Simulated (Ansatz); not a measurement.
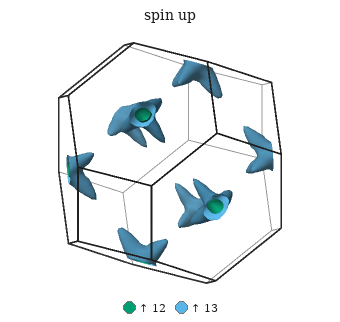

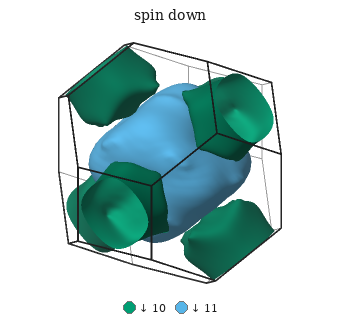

Spin-resolved Fermi surfaces of CoO in space group R-3m; the net moment is 3.0 μB per cell, and spin up is the majority channel.

Computed with DFT PBE, scalar-relativistic, plane waves, PAW; levels and slopes on a k mesh at the converged density (Ansatz). Collinear spin polarisation. The levels come from a k mesh of 18×18×18 points. Unrelaxed database geometry. The cell comes from a database of computed structures, not from a measurement.

Q: How do the two spin channels differ at the Fermi level?

A: Spin up has two and spin down two bands crossing, with 0.49 and 3.1 states/eV per cell, so (N↑ − N↓)/(N↑ + N↓) = −0.73.

No Hubbard term was used, so a compound that is really a magnetic or Mott insulator can come out metallic. The run ends with a net moment of 3.0 μB a cell, the order reached from its starting moments, not necessarily the lowest. The mesh is coarse (steps of 0.14 Å⁻¹). Necks and pockets thinner than about two mesh steps aren't resolved, so separate pockets may in truth be joined.
